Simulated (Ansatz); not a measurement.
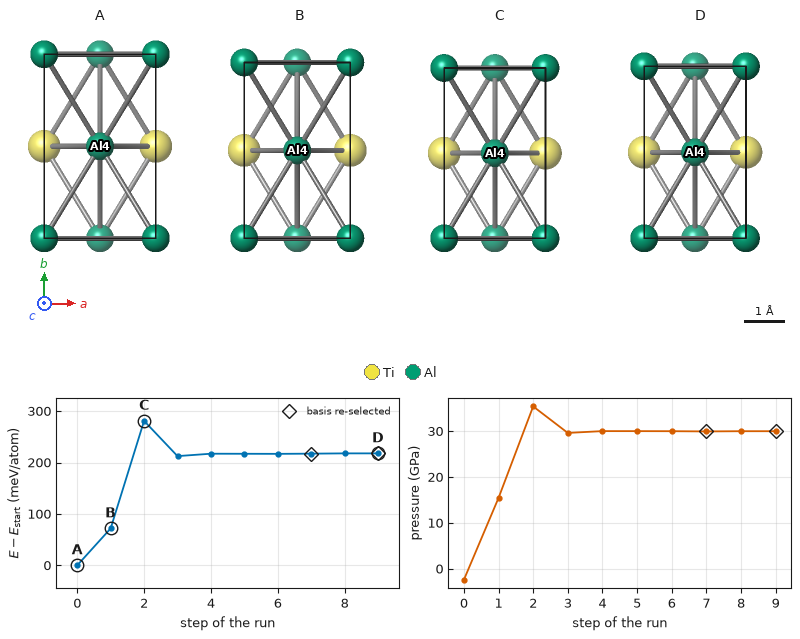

Frames of a relaxation of crystalline TiAl₃ (set up in Pmm2), marked on the history of the run. The picture is a ball-and-stick view of the cell of the calculation, seen along the c axis.

The run lets cell and atoms move.

Method: Kohn-Sham DFT of a periodic cell, PBEsol, Ansatz PAW in Ansatz 0.2.0.

The input:
```yaml
crystal:
  lattice:
    - [2.839677, 0.0, 0.0]
    - [0.0, 4.681264, 0.0]
    - [0.0, 0.0, 4.900742]
  atoms:
    - { symbol: Ti, position: [0.0, 0.5, 0.165916] }
    - { symbol: Al, position: [0.0, 0.0, 0.8359] }
    - { symbol: Al, position: [0.5, 0.0, 0.330912] }
    - { symbol: Al, position: [0.5, 0.5, 0.667271] }
hamiltonian:
  xc: pbesol
  pseudopotentials: { kind: paw }
kpoints:
  mp_grid: { grid: [9, 6, 6] }
scf:
  occupations: { method: fermi_dirac, width: 0.05 }
output:
  forces: true
  stress: true
  eigenvalues: true
relax:
  f_tol: 0.01
  max_steps: 40
  cell: { stress_tol: 0.05, p_target: 30.0 }
```

Command:
```bash
ansatz run input.yaml --threads 2 --pin off --max-ram 5632MiB --backend cpu --events-out ev --progress --plain --runs-dir out
```

Question: Describe the path.

Answer: The largest move relative to the cell is that of an Al atom, 0.028 Å along −c. Largest moves by element: Al 0.028 Å, Ti 0.017 Å. The volume changes by −19.7 %, with a 2.840 → 2.589 Å (−8.8 %), b 4.681 → 4.375 Å (−6.5 %), c 4.901 → 4.619 Å (−5.7 %). Some distances before and after: Al–Al 2.840 → 2.589 Å, Ti–Ti 2.840 → 2.589 Å, Al–Al 2.863 → 2.653 Å, Al–Ti 2.845 → 2.646 Å. The space group stays Pmm2 (No. 25). The energy rises by 218 meV per atom in 7 accepted moves (9 points after the start). With the target pressure of 30 GPa, the enthalpy E + pV changes by −382 meV per atom. The largest force component goes from 0.049 to 0.00012 eV/Å. Pressure: −2.41 GPa at the start and 30.00 GPa at the end. At 2 points the geometry stayed and the basis and grid were re-selected for the new cell (energy shift of 0.4 meV per atom at most each time). From step 0 to 1: volume −13.1 %, energy +71.8 meV per atom. From step 1 to 2: an Al atom moves most (0.02 Å), volume −9.7 %, energy +209 meV per atom. From step 2 to 9: volume +2.4 %, energy −63.2 meV per atom.

| step | E − E(0), meV/atom | largest force component, eV/Å | pressure, GPa | volume, Å³/atom | note |
| --- | --- | --- | --- | --- | --- |
| 0 | 0.00 | 0.0490 | -2.41 | 16.287 |  |
| 1 | 71.79 | 0.0908 | 15.44 | 14.149 |  |
| 2 | 280.98 | 0.0625 | 35.40 | 12.770 |  |
| 3 | 212.44 | 0.0272 | 29.62 | 13.109 |  |
| 4 | 217.11 | 0.0203 | 30.02 | 13.083 |  |
| 5 | 216.98 | 0.0089 | 30.01 | 13.084 |  |
| 6 | 216.83 | 0.0002 | 30.00 | 13.084 |  |
| 7 | 217.20 | 0.0002 | 29.95 | 13.084 | same geometry, new basis |
| 8 | 217.76 | 0.0001 | 30.00 | 13.081 |  |
| 9 | 217.76 | 0.0001 | 30.00 | 13.081 | same geometry, new basis |
